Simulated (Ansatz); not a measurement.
**Ru: a changed input and its effect**

System: Ru (Im-3m, 1 atom in the cell).
Method of run 1: DFT PBE, spin-orbit coupling, plane waves, PAW (Ansatz 0.2.0).

The structure was built on a prototype by a generator; it need not be a known phase. Text and figures count atoms from 1; the logs count them from 0 in places.

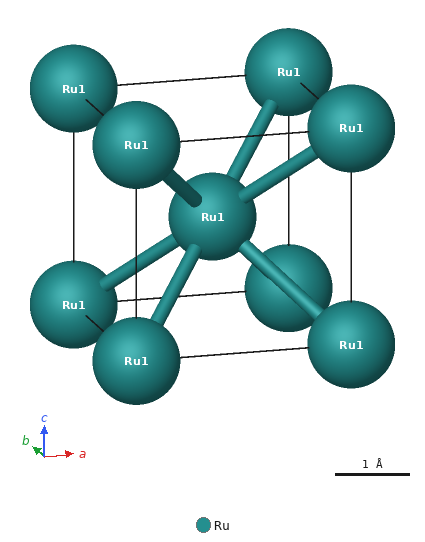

**Figure 1.** The structure as given in the input (ball-and-stick view of the cell 2 times as large as that of the calculation, set on its symmetry axes, seen slightly off an axis; atoms are numbered from 1 in the order of the input).

### Input file, run 1
```yaml
crystal:
  lattice:
    - [-1.526727622, 1.526727622, 1.526727622]
    - [1.526727622, -1.526727622, 1.526727622]
    - [1.526727622, 1.526727622, -1.526727622]
  atoms:
    - { symbol: Ru, position: [0.0, 0.0, 0.0] }
basis:
  ecutwfc: 420
  ecutrho_ratio: 4
kpoints:
  mp_grid: { grid: [20, 20, 20] }
hamiltonian:
  xc: pbe
scf:
  occupations: { method: gaussian, width: 0.05 }
output:
  forces: true
  stress: true
  eigenvalues: true
  populations: true
magnetization:
  noncollinear: true
  spin_orbit: true
```

Hardware: 4 threads of an x86-64 CPU, shared host.

### Output, shortened to warnings, some set-up lines, iterations and results (run 1)
```
Basis set: ecut = 420 eV, 321 PW (Γ), exchange–correlation on 36×36×36 points (8 copies of the dense FFT grid, shifted against one another)
Symmetry: 48 space group operations + 48 with time reversal
k-points: 256 of 8000
Initial density: superposition of atomic densities (chi_scale 0.1, normalization cell)
[...]
SCF iter   1: F=—  HF=-5880.213633 eV  |F-HF|=—  |Δ(HF+E_count)|=         —  Δρ=1.15e-1  dr2=1.84e0  dr2_m=0.00e0 (ungated)  ethr=3.10e-3  |M|=0.00e0 ∫|m|=0.00e0 μB  …
SCF iter   2: F=—  HF=-5879.698519 eV  |F-HF|=—  |Δ(HF+E_count)|=   5.15e-1  Δρ=4.35e-2  dr2=2.16e-1  dr2_m=0.00e0 (ungated)  ethr=3.10e-3  |M|=0.00e0 ∫|m|=0.00e0 μB  …
SCF iter   3: F=—  HF=-5879.642111 eV  |F-HF|=—  |Δ(HF+E_count)|=   5.64e-2  Δρ=1.56e-2  dr2=1.08e-2  dr2_m=0.00e0 (ungated)  ethr=1.35e-3  |M|=0.00e0 ∫|m|=0.00e0 μB  …
SCF iter   4: F=—  HF=-5879.639706 eV  |F-HF|=—  |Δ(HF+E_count)|=   2.40e-3  Δρ=1.76e-3  dr2=4.03e-4  dr2_m=0.00e0 (ungated)  ethr=6.77e-5  |M|=0.00e0 ∫|m|=0.00e0 μB  …
SCF iter   5: F=—  HF=-5879.639594 eV  |F-HF|=—  |Δ(HF+E_count)|=   1.13e-4  Δρ=1.14e-4  dr2=5.19e-7  dr2_m=0.00e0 (ungated)  ethr=2.52e-6  |M|=0.00e0 ∫|m|=0.00e0 μB  …
SCF iter   6: F=—  HF=-5879.639593 eV  |F-HF|=—  |Δ(HF+E_count)|=   4.71e-7  Δρ=9.76e-6  dr2=9.82e-9  dr2_m=0.00e0 (ungated)  ethr=6.25e-10  |M|=0.00e0 ∫|m|=0.00e0 μB  …
SCF iter   7: F=-5879.639593 eV  HF=-5879.639593 eV  |F-HF|=1.73e-11  |Δ(HF+E_count)|=   1.66e-9  Δρ=8.46e-7  dr2=2.04e-11  dr2_m=0.00e0 (ungated)  ethr=6.14e-11  |M|=0.00e0 …
SCF 1 converged in 7 iterations: F = -5879.639593 eV  dr2 = 2.04e-11
SCF converged after 7 iterations
Magnetization: |M| = 0.0000 μB,  M = (+0.0000, +0.0000, +0.0000) μB
Absolute magnetization: 0.0000 μB (∫|m|)
  site 0: m = (+0.0000, +0.0000, +0.0000) μB, |m| = 0.0000 μB  (R = 1.09 Å)
Free energy (F): -5879.639593 eV
Harris-Foulkes:  -5879.639593 eV  (|F-HF|=1.73e-11)
Internal energy: -5879.636930 eV  (E = F + TS)
E sigma→0 (E₀):  -5879.638261 eV
Entropy (-TS):   -0.002663 eV (-2.663 meV/atom)
Fermi energy:    22.346361 eV
--- Per-component energies (eV) ---
  E_band       = -70.572337
  E_kinetic    = 513.364897
  E_local      = -1308.318249  (includes V_loc(G=0)·N_el)
  E_nonlocal   = 343.760458
  E_hartree    = 420.561172
  E_xc         = -189.909731
  E_vxc        = -238.362081  (∫ρ·V_xc dr)
  E_paw        = -3462.347859  (= ΣΔE_a)
  E_vpaw       = -222.139396  (= ΣTr[D̂ρ^β])
  E_aug_tail   = -0.000191  (compensation charges beyond the density's cutoff)
  E_ewald      = -2196.747427
  E_smearing   = -0.002663  (= −TS)
  E_closure    = 0.000000  (closes the sum)
  Σ components = -5879.639593   (vs F -5879.639593, Δ=0.00e0)
--- Forces (eV/Å), atoms counted from 1 ---
  atom   1  Ru    -0.00000000     0.00000000    -0.00000000
  max |Σ_I F_I| component: 1.13e-30 eV/Å
--- Stress (GPa, compression-positive) ---
        0.157929       0.000000       0.000000
        0.000000       0.157929      -0.000000
       -0.000000      -0.000000       0.157929
  P = ⅓ Tr σ = 0.1579 GPa (1.579 kbar)
--- Löwdin populations: 1 site ---
  site symbol       q [e]
     0     Ru     15.9059
  spilling = 0.005880 (of n_electrons = 16.000000)
```

For run 2 the input was changed thus:
```diff
-    - [-1.526727622, 1.526727622, 1.526727622]
-    - [1.526727622, -1.526727622, 1.526727622]
-    - [1.526727622, 1.526727622, -1.526727622]
+    - [-1.5270154378, 1.5270154378, 1.5270154378]
+    - [1.5270154378, -1.5270154378, 1.5270154378]
+    - [1.5270154378, 1.5270154378, -1.5270154378]
```

Predict how the results change.

The energy is the same within 0.01 meV per atom. The pressure goes from 0.16 to 0.00 GPa. The number of SCF iterations is the same.

### Output, shortened to warnings, some set-up lines, iterations and results (run 2)
```
Basis set: ecut = 420 eV, 321 PW (Γ), exchange–correlation on 36×36×36 points (8 copies of the dense FFT grid, shifted against one another)
Symmetry: 48 space group operations + 48 with time reversal
k-points: 256 of 8000
Initial density: superposition of atomic densities (chi_scale 0.1, normalization cell)
[...]
SCF iter   1: F=—  HF=-5880.213924 eV  |F-HF|=—  |Δ(HF+E_count)|=         —  Δρ=1.15e-1  dr2=1.85e0  dr2_m=0.00e0 (ungated)  ethr=3.10e-3  |M|=0.00e0 ∫|m|=0.00e0 μB  …
SCF iter   2: F=—  HF=-5879.698507 eV  |F-HF|=—  |Δ(HF+E_count)|=   5.15e-1  Δρ=4.35e-2  dr2=2.16e-1  dr2_m=0.00e0 (ungated)  ethr=3.10e-3  |M|=0.00e0 ∫|m|=0.00e0 μB  …
SCF iter   3: F=—  HF=-5879.642119 eV  |F-HF|=—  |Δ(HF+E_count)|=   5.64e-2  Δρ=1.56e-2  dr2=1.08e-2  dr2_m=0.00e0 (ungated)  ethr=1.35e-3  |M|=0.00e0 ∫|m|=0.00e0 μB  …
SCF iter   4: F=—  HF=-5879.639712 eV  |F-HF|=—  |Δ(HF+E_count)|=   2.41e-3  Δρ=1.77e-3  dr2=4.07e-4  dr2_m=0.00e0 (ungated)  ethr=6.77e-5  |M|=0.00e0 ∫|m|=0.00e0 μB  …
SCF iter   5: F=—  HF=-5879.639597 eV  |F-HF|=—  |Δ(HF+E_count)|=   1.14e-4  Δρ=1.14e-4  dr2=5.31e-7  dr2_m=0.00e0 (ungated)  ethr=2.55e-6  |M|=0.00e0 ∫|m|=0.00e0 μB  …
SCF iter   6: F=—  HF=-5879.639597 eV  |F-HF|=—  |Δ(HF+E_count)|=   6.85e-7  Δρ=9.79e-6  dr2=9.68e-9  dr2_m=0.00e0 (ungated)  ethr=6.25e-10  |M|=0.00e0 ∫|m|=0.00e0 μB  …
SCF iter   7: F=-5879.639597 eV  HF=-5879.639597 eV  |F-HF|=1.46e-11  |Δ(HF+E_count)|=   1.53e-9  Δρ=8.48e-7  dr2=2.23e-11  dr2_m=0.00e0 (ungated)  ethr=6.05e-11  |M|=0.00e0 …
SCF 1 converged in 7 iterations: F = -5879.639597 eV  dr2 = 2.23e-11
SCF converged after 7 iterations
Magnetization: |M| = 0.0000 μB,  M = (+0.0000, +0.0000, +0.0000) μB
Absolute magnetization: 0.0000 μB (∫|m|)
  site 0: m = (+0.0000, +0.0000, +0.0000) μB, |m| = 0.0000 μB  (R = 1.09 Å)
Free energy (F): -5879.639597 eV
Harris-Foulkes:  -5879.639597 eV  (|F-HF|=1.46e-11)
Internal energy: -5879.636931 eV  (E = F + TS)
E sigma→0 (E₀):  -5879.638264 eV
Entropy (-TS):   -0.002666 eV (-2.666 meV/atom)
Fermi energy:    22.330691 eV
--- Per-component energies (eV) ---
  E_band       = -70.796946
  E_kinetic    = 513.342993
  E_local      = -1308.904495  (includes V_loc(G=0)·N_el)
  E_nonlocal   = 343.758835
  E_hartree    = 420.747179
  E_xc         = -189.901343
  E_vxc        = -238.350648  (∫ρ·V_xc dr)
  E_paw        = -3462.346530  (= ΣΔE_a)
  E_vpaw       = -222.137665  (= ΣTr[D̂ρ^β])
  E_aug_tail   = -0.000191  (compensation charges beyond the density's cutoff)
  E_ewald      = -2196.333378
  E_smearing   = -0.002666  (= −TS)
  E_closure    = 0.000000  (closes the sum)
  Σ components = -5879.639597   (vs F -5879.639597, Δ=0.00e0)
--- Forces (eV/Å), atoms counted from 1 ---
  atom   1  Ru     0.00000000     0.00000000     0.00000000
  max |Σ_I F_I| component: 4.60e-31 eV/Å
--- Stress (GPa, compression-positive) ---
        0.000055       0.000000      -0.000000
        0.000000       0.000055      -0.000000
        0.000000      -0.000000       0.000055
  P = ⅓ Tr σ = 0.0001 GPa (0.001 kbar)
--- Löwdin populations: 1 site ---
  site symbol       q [e]
     0     Ru     15.9059
  spilling = 0.005881 (of n_electrons = 16.000000)
```

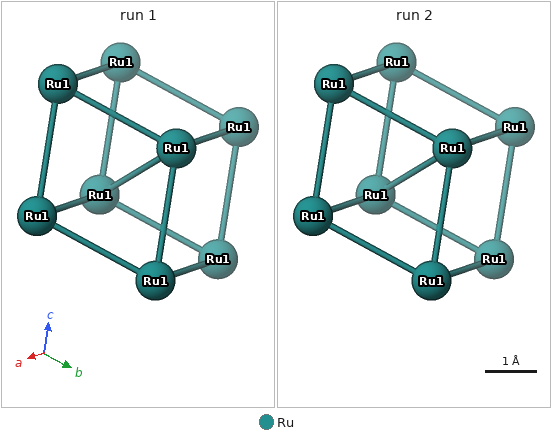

**Figure 2.** The two input geometries at one scale (ball-and-stick view of the cell of the calculation, seen slightly off an axis). No atom moves by more than 0.005 Å. The cell doesn't change.

### The two runs side by side

| quantity | run 1 | run 2 |
| --- | --- | --- |
| outcome | converged | converged |
| free energy per atom (eV) | −5879.6396 | −5879.6396 |
| energy per atom, smearing taken to zero (eV) | −5879.6383 | −5879.6383 |
| gap on the mesh (eV) | 0.00 | 0.00 |
| net moment of the cell (μB) | 0.00 | 0.00 |
| absolute moment of the cell (μB) | 0.00 | 0.00 |
| pressure (GPa) | 0.16 | 0.00 |
| volume per atom (Å³) | 14.23 | 14.24 |
| largest force (eV/Å) | 0.000 | 0.000 |
| SCF iterations | 7 | 7 |
| irreducible k-points | 256 | 256 |
| plane waves at Γ | 321 | 321 |
| wall time (shared host) | 6.4 s | 6.5 s |
